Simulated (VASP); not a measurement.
Si: geometry relaxation (part 2 of 2)

Continued. System: Si (Fd-3m, 2 atoms in the cell). Method: Kohn-Sham DFT of a periodic cell, PW91, VASP PAW PBE potentials, recommended, no spin polarisation (VASP 6.6.1); cutoff 600 eV, 8×8×8 k-mesh, fermi-dirac of 0.05 eV. The structure derives from a Materials Project entry. It belongs to a series of runs on one base structure; here: xc = PW91.

Geometry of the input (Å; fractional positions):
```
0.0000  2.7219  2.7219
2.7219  0.0000  2.7219
2.7219  2.7219  0.0000
Si 0.5000  0.5000  0.5000
Si 0.7500  0.7500  0.7500
```

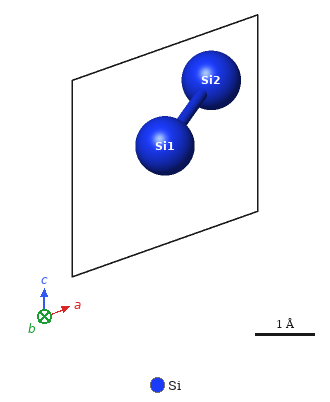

Fig. 1: The geometry at step 1 of the log (ball-and-stick view of the cell of the calculation, along the b axis; atoms are numbered from 1 in the order of the input).

Parts of OUTCAR, continued
```
   LRPA    =     F    only Hartree local field effects (RPA)
 conjugate gradient relaxation of ions
 non-spin polarized calculation
 RMM-DIIS sequential band-by-band and
  energy-cutoff  :      600.00
  volume of cell :       40.33
 maximum number of plane-waves:      1365
   NGX = 15   NGY = 15   NGZ = 15

--------------------------------------- Ionic step        1  -------------------------------------------

 number of electron       8.0000000 magnetization

 Free energy of the ion-electron system (eV)
  ---------------------------------------------------
  ext. energy  EPLUGINS =         0.00000000
  ---------------------------------------------------
  free energy    TOTEN  =       -10.82726184 eV

  energy without entropy =      -10.82723975  energy(sigma->0) =      -10.82725079

------------------------ aborting loop because EDIFF is reached ----------------------------------------

  FORCE on cell =-STRESS in cart. coord.  units (eV):
  Direction    XX          YY          ZZ          XY          YZ          ZX
  --------------------------------------------------------------------------------------
  -------------------------------------------------------------------------------------
  Total        0.3211159      0.3211159      0.3211159      0.0000000      0.0000000     -0.0000000
  in kB       12.7570225     12.7570225     12.7570225      0.0000000      0.0000000     -0.0000000
  external PRESSURE =      12.7570225 kB  Pullay stress =       0.0000000 kB

 VOLUME and BASIS-vectors are now :
 -----------------------------------------------------------------------------
  energy-cutoff  :      600.00
  volume of cell :       40.33
      direct lattice vectors                 reciprocal lattice vectors
     0.000000000  2.721851186  2.721851186    -0.183698507  0.183698507  0.183698507
     2.721851186  0.000000000  2.721851186     0.183698507 -0.183698507  0.183698507
     2.721851186  2.721851186  0.000000000     0.183698507  0.183698507 -0.183698507

 POSITION                                       TOTAL-FORCE (eV/Angst)
 -----------------------------------------------------------------------------------
      2.72185      2.72185      2.72185        -0.000000     -0.000000     -0.000000
      4.08278      4.08278      4.08278         0.000000      0.000000      0.000000
 -----------------------------------------------------------------------------------
    total drift:                               -0.000000     -0.000000     -0.000000

  FREE ENERGIE OF THE ION-ELECTRON SYSTEM (eV)
  ---------------------------------------------------
  free  energy   TOTEN  =       -10.8272618433 eV

  energy  without entropy=      -10.8272397461  energy(sigma->0) =      -10.82725079

--------------------------------------- Ionic step        2  -------------------------------------------

 number of electron       8.0000000 magnetization

------------------------ aborting loop because EDIFF is reached ----------------------------------------

  FORCE on cell =-STRESS in cart. coord.  units (eV):
  Direction    XX          YY          ZZ          XY          YZ          ZX
  --------------------------------------------------------------------------------------
  -------------------------------------------------------------------------------------
  Total       -0.2088113     -0.2088113     -0.2088113      0.0000000      0.0000000      0.0000000
  in kB       -8.1056638     -8.1056638     -8.1056638      0.0000000      0.0000000      0.0000000
  external PRESSURE =      -8.1056638 kB  Pullay stress =       0.0000000 kB

 VOLUME and BASIS-vectors are now :
 -----------------------------------------------------------------------------
  energy-cutoff  :      600.00
  volume of cell :       41.27
      direct lattice vectors                 reciprocal lattice vectors
     0.000000000  2.742933945  2.742933945    -0.182286562  0.182286562  0.182286562
     2.742933945  0.000000000  2.742933945     0.182286562 -0.182286562  0.182286562
     2.742933945  2.742933945  0.000000000     0.182286562  0.182286562 -0.182286562

 POSITION                                       TOTAL-FORCE (eV/Angst)
 -----------------------------------------------------------------------------------
      2.74293      2.74293      2.74293        -0.000000     -0.000000     -0.000000
      4.11440      4.11440      4.11440         0.000000      0.000000      0.000000
 -----------------------------------------------------------------------------------
    total drift:                               -0.000000     -0.000000     -0.000000

  FREE ENERGIE OF THE ION-ELECTRON SYSTEM (eV)
  ---------------------------------------------------
  free  energy   TOTEN  =       -10.8284792023 eV

  energy  without entropy=      -10.8284631025  energy(sigma->0) =      -10.82847115

--------------------------------------- Ionic step        3  -------------------------------------------

 number of electron       8.0000000 magnetization

 Free energy of the ion-electron system (eV)
  ---------------------------------------------------
  ext. energy  EPLUGINS =         0.00000000
  ---------------------------------------------------
  free energy    TOTEN  =       -10.82945979 eV

  energy without entropy =      -10.82944153  energy(sigma->0) =      -10.82945066

 E-fermi :   5.8842     XC(G=0):  -9.3508     alpha+bet :-11.7311

 val. band max:        5.5713289413   @ k =   0.0000   0.0000   0.0000
 cond. band min:       6.2369983168   @ k =   0.3750   0.3750   0.0000
 fundamental gap:      0.6656693756
 Fermi energy:         5.8842182674

 k-point     1 :       0.0000    0.0000    0.0000
  band No.  band energies     occupation
      1      -6.2266      2.00000
      2       5.5713      1.99618
      3       5.5713      1.99618
      4       5.5713      1.99618
      5       8.1476      0.00000
      6       8.1476      0.00000
      7       8.1476      0.00000
      8       8.6974      0.00000

 k-point     2 :       0.1250    0.0000    0.0000
  band No.  band energies     occupation
      1      -6.0263      2.00000
      2       3.9856      2.00000
      3       5.2909      1.99999
      4       5.2909      1.99999
      5       8.0248      0.00000
      6       8.5611      0.00000
      7       8.5611      0.00000
      8      10.0972      0.00000

 k-point     3 :       0.2500    0.0000    0.0000
  band No.  band energies     occupation
      1      -5.4425      2.00000
      2       1.6939      2.00000
      3       4.8301      2.00000
      4       4.8301      2.00000
      5       7.5381      0.00000
      6       9.0797      0.00000
      7       9.0797      0.00000
      8      12.3112      0.00000

 k-point     4 :       0.3750    0.0000    0.0000
  band No.  band energies     occupation
      1      -4.5689      2.00000
      2      -0.2879      2.00000
      3       4.5080      2.00000
      4       4.5080      2.00000
      5       7.1726      0.00000
      6       9.0462      0.00000
      7       9.0462      0.00000
      8      13.4094      0.00000

 k-point     5 :       0.5000    0.0000    0.0000
  band No.  band energies     occupation
      1      -3.9504      2.00000
      2      -1.2846      2.00000
      3       4.3975      2.00000
      4       4.3975      2.00000
      5       7.0443      0.00000
      6       8.9438      0.00000
      7       8.9438      0.00000
      8      13.2761      0.00000

 [... the levels of 18 k-points are left out ...]

 k-point    24 :      -0.3750    0.2500    0.1250
  band No.  band energies     occupation
      1      -3.4212      2.00000
      2      -1.1242      2.00000
      3       2.1942      2.00000
      4       3.4695      2.00000
      5       8.6065      0.00000
      6       8.7332      0.00000
      7      11.4305      0.00000
      8      12.6482      0.00000

 [... further k-points ...]

------------------------ aborting loop because EDIFF is reached ----------------------------------------

  FORCE on cell =-STRESS in cart. coord.  units (eV):
  Direction    XX          YY          ZZ          XY          YZ          ZX
  --------------------------------------------------------------------------------------
  -------------------------------------------------------------------------------------
  Total        0.0016180      0.0016180      0.0016180     -0.0000000      0.0000000     -0.0000000
  in kB        0.0633988      0.0633988      0.0633988     -0.0000000      0.0000000     -0.0000000
  external PRESSURE =       0.0633988 kB  Pullay stress =       0.0000000 kB

 VOLUME and BASIS-vectors are now :
 -----------------------------------------------------------------------------
  energy-cutoff  :      600.00
  volume of cell :       40.89
      direct lattice vectors                 reciprocal lattice vectors
     0.000000000  2.734410150  2.734410150    -0.182854792  0.182854792  0.182854792
     2.734410150  0.000000000  2.734410150     0.182854792 -0.182854792  0.182854792
     2.734410150  2.734410150  0.000000000     0.182854792  0.182854792 -0.182854792

 POSITION                                       TOTAL-FORCE (eV/Angst)
 -----------------------------------------------------------------------------------
      2.73441      2.73441      2.73441        -0.000000     -0.000000      0.000000
      4.10162      4.10162      4.10162         0.000000      0.000000     -0.000000
 -----------------------------------------------------------------------------------
    total drift:                               -0.000000     -0.000000     -0.000000

  FREE ENERGIE OF THE ION-ELECTRON SYSTEM (eV)
  ---------------------------------------------------
  free  energy   TOTEN  =       -10.8294597929 eV

  energy  without entropy=      -10.8294415317  energy(sigma->0) =      -10.82945066

 reached required accuracy - stopping structural energy minimisation
```

CONTCAR
```
Si
   1.00000000000000
     0.0000000000000000    2.7344101498540141    2.7344101498540141
     2.7344101498540141    0.0000000000000000    2.7344101498540141
     2.7344101498540141    2.7344101498540141    0.0000000000000000
  Si
     2
Direct
     0.5000000000000000    0.5000000000000000    0.5000000000000000
     0.7500000000000000    0.7500000000000000    0.7500000000000000

  0.00000000E+00  0.00000000E+00  0.00000000E+00
  0.00000000E+00  0.00000000E+00  0.00000000E+00
```

Trajectory as extended XYZ (Å, eV, eV/Å), 3 frames, from step=0 to step=2
```
2
Lattice="0.0000 2.7219 2.7219 2.7219 0.0000 2.7219 2.7219 2.7219 0.0000" Properties=species:S:1:pos:R:3:forces:R:3 step=0 energy=-10.82726
Si    2.7219    2.7219    2.7219    0.0000   0.0000   0.0000
Si    4.0828    4.0828    4.0828    0.0000   0.0000   0.0000
2
Lattice="0.0000 2.7429 2.7429 2.7429 0.0000 2.7429 2.7429 2.7429 0.0000" Properties=species:S:1:pos:R:3:forces:R:3 step=1 energy=-10.82848
Si    2.7429    2.7429    2.7429    0.0000   0.0000   0.0000
Si    4.1144    4.1144    4.1144    0.0000   0.0000   0.0000
2
Lattice="0.0000 2.7344 2.7344 2.7344 0.0000 2.7344 2.7344 2.7344 0.0000" Properties=species:S:1:pos:R:3:forces:R:3 step=2 energy=-10.82946
Si    2.7344    2.7344    2.7344    0.0000   0.0000   0.0000
Si    4.1016    4.1016    4.1016    0.0000   0.0000   0.0000
```

Key numbers

| quantity | value |
| --- | --- |
| outcome | converged |
| space group (tolerance 0.01 Å) | Fd-3m (227) |
| electrons treated | 8 |
| free energy | −10.8295 eV |
| Fermi energy | 5.884 eV |
| gap on the k-point mesh | 0.67 eV |
| pressure | 0.01 GPa |
| final volume | 40.89 Å³ |
| largest force (length of the vector) at the end | under 0.001 eV/Å |
| final cell | a = 3.867 Å, b = 3.867 Å, c = 3.867 Å, α = 60.00°, β = 60.00°, γ = 60.00° |
| hardware | 1 thread of Intel Xeon @ 2.50GHz (Skylake/Cascade Lake), 128 GiB of memory available, shared host |
| wall time | 25 s |
| peak memory | 0.17 GiB |
